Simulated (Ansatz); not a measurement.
## Two runs on Cd16Te16H

System: Cd16Te16H (defect cell, 33 atoms in the cell, total charge −1).
Method of run A: DFT PBE, scalar-relativistic, plane waves, PAW, no spin polarisation (Ansatz 0.2.0).

The structure derives from a Materials Project entry. Text and figures count atoms from 1; the logs count them from 0 in places.

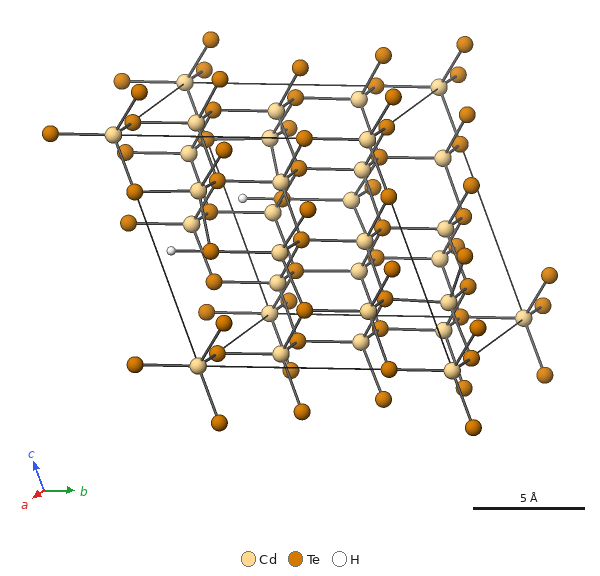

Figure 1. The structure as given in the input (ball-and-stick view of the cell of the calculation, seen at an oblique angle; bonded neighbours outside the cell are drawn too).

Input, run A:
```yaml
crystal:
  lattice:
    - [6.6192623098, -6.6192623098, 6.6192623098]
    - [-6.6192623098, 6.6192623098, 6.6192623098]
    - [-6.6192623098, -6.6192623098, -6.6192623098]
  atoms:
    - { symbol: Cd, position: [0.250963949, -0.0003300802, 0.7496410792] }
    - { symbol: Cd, position: [0.5014036351, -0.0025259863, 0.5003919921] }
    - { symbol: Cd, position: [0.737517612, -0.012005842, 0.2352548788] }
    - { symbol: Cd, position: [0.0015927209, 0.2535523665, 0.7641267378] }
    - { symbol: Cd, position: [0.2674274332, 0.2526972295, 0.5026911105] }
    - { symbol: Cd, position: [0.0013455331, -0.0025163549, 0.0004330499] }
    - { symbol: Cd, position: [0.7510450786, 0.502718137, 0.7489925553] }
    - { symbol: Cd, position: [0.5024105576, 0.2540082242, 0.2516495742] }
    - { symbol: Cd, position: [0.7524519514, 0.2539570799, 0.0015113489] }
    - { symbol: Cd, position: [0.0014557708, 0.4858586321, 0.5004545723] }
    - { symbol: Cd, position: [0.5001305014, 0.7528474111, 0.7504450209] }
    - { symbol: Cd, position: [0.2499555738, 0.5027256695, 0.2501842885] }
    - { symbol: Cd, position: [0.7525350155, 0.7498207647, 0.4990308306] }
    - { symbol: Cd, position: [0.501228461, 0.4973886215, 0.0002718825] }
    - { symbol: Cd, position: [0.0021621936, 0.7521773145, 0.2525332695] }
    - { symbol: Cd, position: [0.2512546486, 0.7527905438, -0.0007957925] }
    - { symbol: Te, position: [0.2514152943, -0.0029069614, 0.4972439765] }
    - { symbol: Te, position: [0.4986844869, 0.0020742287, 0.250864505] }
    - { symbol: Te, position: [0.7518369915, 0.0020991464, -0.0021733687] }
    - { symbol: Te, position: [0.0024082178, 0.2142089846, 0.5011209723] }
    - { symbol: Te, position: [0.2507170601, 0.2515922743, 0.2473623007] }
    - { symbol: Te, position: [0.007154655, 0.0007441126, 0.7552141989] }
    - { symbol: Te, position: [0.7528087362, 0.5003334075, 0.5003307237] }
    - { symbol: Te, position: [0.5006933735, 0.2486999496, -0.000157706] }
    - { symbol: Te, position: [0.7482110992, 0.2516044702, 0.7498502169] }
    - { symbol: Te, position: [0.0012226051, 0.5003283913, 0.2518100884] }
    - { symbol: Te, position: [0.5017667798, 0.749189471, 0.5003180212] }
    - { symbol: Te, position: [0.2542937955, 0.5045842241, 0.0028010479] }
    - { symbol: Te, position: [0.7523967009, 0.7459492571, 0.2499036253] }
    - { symbol: Te, position: [0.503631182, 0.5045300215, 0.7533005108] }
    - { symbol: Te, position: [0.0011618384, 0.7491851032, 0.0008379576] }
    - { symbol: Te, position: [0.2498714732, 0.7489978946, 0.7489861312] }
    - { symbol: H, position: [-0.0007760039, 0.0570179333, 0.4997725679] }
  host:
    lattice:
      - [0.0, 3.3096311549, 3.3096311549]
      - [3.3096311549, 0.0, 3.3096311549]
      - [3.3096311549, 3.3096311549, 0.0]
    atoms:
      - { symbol: Cd, position: [0.0, 0.0, 0.0] }
      - { symbol: Te, position: [0.25, 0.25, 0.25] }
total_charge: -1
basis:
  ecutwfc: 420
  xc_grid: 2
kpoints:
  mp_grid: { grid: [2, 2, 2], shift: [0.5, 0.5, 0.5] }
hamiltonian:
  xc: pbe
scf:
  occupations: { method: gaussian, width: 0.01 }
output:
  forces: true
  stress: false
  eigenvalues: true
  charged_corrections:
    defect_position: [0.0, 0.0, 0.5]
    epsilon: [[12.6022, 0.0, 0.0], [0.0, 12.6022, 0.0], [0.0, 0.0, 12.6022]]
  write_density: true
  write_potential: true
  elf: true
  volumetric_format: npy
relax:
  adjacent_minimum: "off"
  f_tol: 0.025
  max_steps: 45
```

Command:
```bash
ansatz run input.yaml --threads 4 --pin off --max-ram 10240MiB --backend cpu --events-out ev --progress --plain --runs-dir out
```

Hardware: 4 threads of Intel Xeon (Granite Rapids), 32 GiB of memory available, shared host.

Output, shortened to warnings, some set-up lines, iterations and results (run A):
```
Basis set: ecut = 420 eV, 22663 PW (Γ), exchange–correlation on 160×160×160 points (8 copies of the dense FFT grid, shifted against one another)
Symmetry: 1 space group operations
k-points: 4 of 8 (time reversal used)
Initial density: superposition of atomic densities (neutral atoms scaled as one to the charged cell's electrons: chi_scale 0, normalization atom), corrected by the library's trained network
[...]
SCF iter   1: F=—  HF=-243772.057588 eV  |F-HF|=—  |Δ(HF+E_count)|=         —  Δρ=9.87e-3  dr2=2.81e0  ethr=1.77e-3  ⟨swp⟩=6.0  Hψ=4958  notcnv=0  defer=86
SCF iter   2: F=—  HF=-243771.367225 eV  |F-HF|=—  |Δ(HF+E_count)|=   6.90e-1  Δρ=3.14e-3  dr2=3.41e-1  ethr=4.86e-4  ⟨swp⟩=2.0  Hψ=1827  notcnv=0  defer=213
SCF iter   3: F=—  HF=-243771.289209 eV  |F-HF|=—  |Δ(HF+E_count)|=   7.80e-2  Δρ=1.13e-3  dr2=2.20e-2  ethr=5.90e-5  ⟨swp⟩=2.5  Hψ=2521  notcnv=0  defer=213
SCF iter   4: F=—  HF=-243771.289367 eV  |F-HF|=—  |Δ(HF+E_count)|=   1.57e-4  Δρ=4.07e-4  dr2=6.69e-3  ethr=3.81e-6  ⟨swp⟩=2.0  Hψ=2098  notcnv=0  defer=213
SCF iter   5: F=—  HF=-243771.290132 eV  |F-HF|=—  |Δ(HF+E_count)|=   7.66e-4  Δρ=1.56e-4  dr2=5.55e-4  ethr=1.16e-6  ⟨swp⟩=2.0  Hψ=1774  notcnv=0  defer=213
[... 34 lines ...]
SCF iter   1: F=—  HF=-243771.509532 eV  |F-HF|=—  |Δ(HF+E_count)|=         —  Δρ=7.57e-6  dr2=6.95e-7  ethr=1.20e-10  ⟨swp⟩=1.0  Hψ=3232  notcnv=0
SCF iter   2: F=—  HF=-243771.509534 eV  |F-HF|=—  |Δ(HF+E_count)|=   1.61e-6  Δρ=4.04e-6  dr2=2.62e-7  ethr=1.20e-10  ⟨swp⟩=2.0  Hψ=2271  notcnv=0
SCF iter   3: F=-243771.509534 eV  HF=-243771.509534 eV  |F-HF|=6.59e-8  |Δ(HF+E_count)|=   3.81e-7  Δρ=1.88e-6  dr2=6.45e-8  ethr=1.73e-11  ⟨swp⟩=9.2  Hψ=7785  notcnv=0
SCF 6 converged in 3 iterations: F = -243771.509534 eV  dr2 = 6.45e-8
relax step   6: F+E_penalty+E_count = -243771.50953403 eV  Δ(F+E_penalty+E_count) = -2.429e-7 eV  max|allowed force component| = 2.072e-2 eV/Å  Δτ_max = 0.0000 Å  (3 SCF …
SCF converged after 3 iterations
Free energy (F): -243771.509534 eV
Harris-Foulkes:  -243771.509534 eV  (|F-HF|=6.59e-8)
Internal energy: -243771.509534 eV  (E = F + TS)
E sigma→0 (E₀):  -243771.509534 eV
Fermi energy:    8.099246 eV
--- Per-component energies (eV) ---
  E_band       = -13017.725870
  E_kinetic    = 10978.919716
  E_local      = -88721.747642  (includes V_loc(G=0)·N_el)
  E_nonlocal   = -4427.628368
  E_hartree    = 44554.432586
  E_xc         = -4825.710574
  E_vxc        = -5223.647393  (∫ρ·V_xc dr)
  E_paw        = -139935.766742  (= ΣΔE_a)
  E_vpaw       = -14732.487722  (= ΣTr[D̂ρ^β])
  E_aug_tail   = -0.003818  (compensation charges beyond the density's cutoff)
  E_ewald      = -61394.004692
  E_smearing   = -0.000000  (= −TS)
  E_closure    = -0.000000  (closes the sum)
  E_deformation_potential = -11.888932  (in the stress; not in F)
  Σ components = -243771.509534   (vs F -243771.509534, Δ=0.00e0)
--- Forces (eV/Å), atoms counted from 1 ---
  atom   1  Cd    -0.00113907     0.00408064    -0.00334797
  atom   2  Cd     0.00401433    -0.00314561     0.00540424
  atom   3  Cd    -0.00583010     0.00096048     0.00676259
  atom   4  Cd    -0.00057506     0.00513320     0.00680705
  atom   5  Cd    -0.00608389     0.00574405    -0.00023614
  atom   6  Cd    -0.00509615    -0.00483258    -0.00266979
  atom   7  Cd    -0.00119624     0.00133717     0.00317163
  atom   8  Cd    -0.00172856     0.00252924     0.00291752
  atom   9  Cd    -0.00449541     0.00136987     0.00128832
  atom  10  Cd    -0.00126452     0.00116457     0.00094814
  atom  11  Cd    -0.00122380     0.00334123     0.00093965
  atom  12  Cd    -0.00351537     0.00062761     0.00257443
  atom  13  Cd     0.00314109    -0.00137127     0.00319868
  atom  14  Cd     0.00345639     0.00528215    -0.00464321
  atom  15  Cd    -0.00313249    -0.00147869    -0.00180693
  atom  16  Cd    -0.00272438     0.00442990     0.00175243
  atom  17  Te     0.01976955    -0.01881410     0.01184453
  atom  18  Te    -0.00300649    -0.00061187    -0.00385108
  atom  19  Te     0.00009650    -0.00423270     0.00098434
  atom  20  Te    -0.01054930     0.01025556     0.01036500
  atom  21  Te     0.00468131     0.00302445    -0.00207803
  atom  22  Te    -0.00744968    -0.01993426    -0.01603091
  atom  23  Te    -0.00285794     0.00208289    -0.00089705
  atom  24  Te    -0.00456633    -0.00527987     0.00286328
  atom  25  Te     0.00118350     0.00404294    -0.00172738
  atom  26  Te     0.00339611     0.00365643     0.00125415
  atom  27  Te    -0.00094125     0.00277937    -0.00535357
  atom  28  Te     0.00443478    -0.00416628     0.00094590
  atom  29  Te     0.01859088     0.00813933    -0.02071530
[...]
```

Run B used a changed input.

The two runs side by side:

| quantity | run A | run B |
| --- | --- | --- |
| outcome | converged | converged |
| free energy per atom (eV) | −7387.0154 | −7387.4984 |
| gap on the mesh (eV) | 0.74 | 2.06 |
| largest force (eV/Å) | 0.030 | 0.022 |
| SCF iterations | 32 | 35 |
| irreducible k-points | 4 | 4 |
| wall time (shared host) | 3.3 min | 3.5 min |

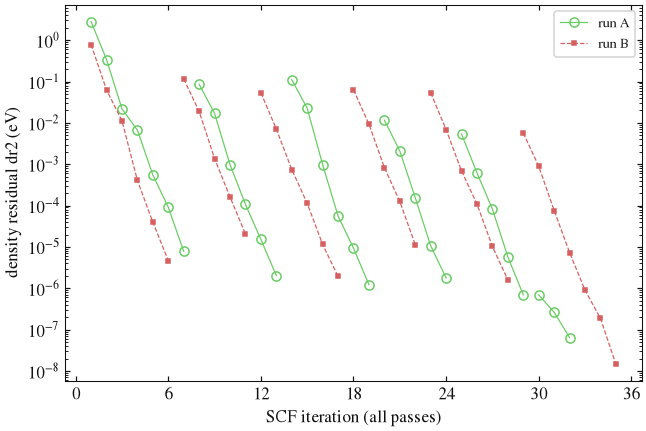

Figure 2. Convergence of the two runs: density residual dr2 against the SCF iteration. A break in a curve parts two SCF passes. Run A takes 32 iterations in all, and run B takes 35.

Which change of the input explains these differences?

The change (lines with − go, lines with + come):
```diff
-total_charge: -1
+total_charge: 1
```

The total energies belong to different systems, so their difference says nothing on which is more stable or more accurate. The gap on the mesh goes from 0.74 to 2.06 eV. A charged cell is computed with a uniform neutralising background, so its energy and pressure depend on the cell and aren't those of a real crystal. The SCF takes 35 iterations over all geometry steps against 32.

Output, shortened to warnings, some set-up lines, iterations and results (run B):
```
Basis set: ecut = 420 eV, 22663 PW (Γ), exchange–correlation on 160×160×160 points (8 copies of the dense FFT grid, shifted against one another)
Symmetry: 1 space group operations
k-points: 4 of 8 (time reversal used)
Initial density: superposition of atomic densities (neutral atoms scaled as one to the charged cell's electrons: chi_scale 0, normalization atom), corrected by the library's trained network
[...]
SCF iter   1: F=—  HF=-243787.191137 eV  |F-HF|=—  |Δ(HF+E_count)|=         —  Δρ=7.69e-3  dr2=7.85e-1  ethr=1.77e-3  ⟨swp⟩=6.0  Hψ=4936  notcnv=0  defer=99
SCF iter   2: F=—  HF=-243786.941983 eV  |F-HF|=—  |Δ(HF+E_count)|=   2.49e-1  Δρ=1.77e-3  dr2=6.28e-2  ethr=1.36e-4  ⟨swp⟩=2.0  Hψ=2127  notcnv=0  defer=209
SCF iter   3: F=—  HF=-243786.926203 eV  |F-HF|=—  |Δ(HF+E_count)|=   1.58e-2  Δρ=7.80e-4  dr2=1.13e-2  ethr=1.09e-5  ⟨swp⟩=3.0  Hψ=1793  notcnv=0  defer=209
SCF iter   4: F=—  HF=-243786.924884 eV  |F-HF|=—  |Δ(HF+E_count)|=   1.32e-3  Δρ=1.76e-4  dr2=4.09e-4  ethr=1.96e-6  ⟨swp⟩=2.0  Hψ=1774  notcnv=0  defer=209
SCF iter   5: F=—  HF=-243786.925002 eV  |F-HF|=—  |Δ(HF+E_count)|=   1.18e-4  Δρ=4.46e-5  dr2=3.97e-5  ethr=7.09e-8  ⟨swp⟩=2.0  Hψ=2165  notcnv=0  defer=209
[... 37 lines ...]
SCF iter   5: F=—  HF=-243787.445965 eV  |F-HF|=—  |Δ(HF+E_count)|=   2.30e-6  Δρ=7.93e-6  dr2=9.00e-7  ethr=1.27e-9  ⟨swp⟩=2.0  Hψ=2263  notcnv=0  defer=209
SCF iter   6: F=—  HF=-243787.445967 eV  |F-HF|=—  |Δ(HF+E_count)|=   1.07e-6  Δρ=4.24e-6  dr2=1.87e-7  ethr=1.56e-10  ⟨swp⟩=2.0  Hψ=2327  notcnv=0  defer=209
SCF iter   7: F=-243787.445967 eV  HF=-243787.445967 eV  |F-HF|=2.25e-8  |Δ(HF+E_count)|=   5.42e-8  Δρ=9.51e-7  dr2=1.46e-8  ethr=1.74e-11  ⟨swp⟩=16.0  Hψ=9626  notcnv=0
SCF 6 converged in 7 iterations: F = -243787.445967 eV  dr2 = 1.46e-8
relax step   6: F+E_penalty+E_count = -243787.44596664 eV  Δ(F+E_penalty+E_count) = -3.125e-3 eV  max|allowed force component| = 1.695e-2 eV/Å  Δτ_max = 0.0499 Å  (7 SCF …
SCF converged after 7 iterations
Free energy (F): -243787.445967 eV
Harris-Foulkes:  -243787.445967 eV  (|F-HF|=2.25e-8)
Internal energy: -243787.445967 eV  (E = F + TS)
E sigma→0 (E₀):  -243787.445967 eV
Fermi energy:    7.306632 eV
--- Per-component energies (eV) ---
  E_band       = -13046.398711
  E_kinetic    = 10959.574080
  E_local      = -89332.785269  (includes V_loc(G=0)·N_el)
  E_nonlocal   = -4427.877565
  E_hartree    = 44845.213435
  E_xc         = -4809.367607
  E_vxc        = -5202.302641  (∫ρ·V_xc dr)
  E_paw        = -139935.904988  (= ΣΔE_a)
  E_vpaw       = -14733.430654  (= ΣTr[D̂ρ^β])
  E_aug_tail   = -0.003759  (compensation charges beyond the density's cutoff)
  E_ewald      = -61086.294294
  E_smearing   = -0.000000  (= −TS)
  E_closure    = 0.000000  (closes the sum)
  E_deformation_potential = 11.888932  (in the stress; not in F)
  Σ components = -243787.445967   (vs F -243787.445967, Δ=0.00e0)
--- Forces (eV/Å), atoms counted from 1 ---
  atom   1  Cd     0.00434821    -0.00008125    -0.00272427
  atom   2  Cd    -0.01012206     0.00924920     0.01608486
  atom   3  Cd     0.00173262    -0.00290785    -0.00514789
  atom   4  Cd     0.00374643    -0.00124886    -0.00427080
  atom   5  Cd     0.00340277    -0.00135450    -0.00048921
  atom   6  Cd    -0.01630619     0.01052956     0.00922988
  atom   7  Cd     0.00150951     0.00006781    -0.00118732
  atom   8  Cd    -0.00096167    -0.00381596    -0.00261170
  atom   9  Cd     0.00173139    -0.00094399    -0.00070922
  atom  10  Cd     0.00624246    -0.00579899    -0.00418018
  atom  11  Cd    -0.00124663    -0.00338301    -0.00313340
  atom  12  Cd     0.00324631     0.00081813    -0.00451870
  atom  13  Cd     0.00312210    -0.00319371    -0.00013326
  atom  14  Cd    -0.00980133     0.01695419     0.01067579
  atom  15  Cd     0.00027407    -0.00358110    -0.00306152
  atom  16  Cd     0.00422687    -0.00420026    -0.00020106
  atom  17  Te    -0.00821385     0.00612377    -0.00456276
  atom  18  Te     0.00215967    -0.00619326     0.00133305
  atom  19  Te     0.00177550    -0.00251300     0.00076929
  atom  20  Te     0.00272609    -0.00255908    -0.00542426
  atom  21  Te    -0.00443159     0.00018127    -0.00413506
  atom  22  Te     0.00319998     0.01016627     0.00595521
  atom  23  Te    -0.00110344     0.00068793    -0.00043385
  atom  24  Te     0.00716326    -0.00148972    -0.00118313
  atom  25  Te     0.00462242     0.00025007    -0.00141996
  atom  26  Te    -0.00098131    -0.00016425     0.00050402
  atom  27  Te     0.00298116    -0.00480215     0.00254624
  atom  28  Te     0.00055139     0.00081565     0.00561617
  atom  29  Te    -0.00788186    -0.00078295     0.00719314
[...]
```
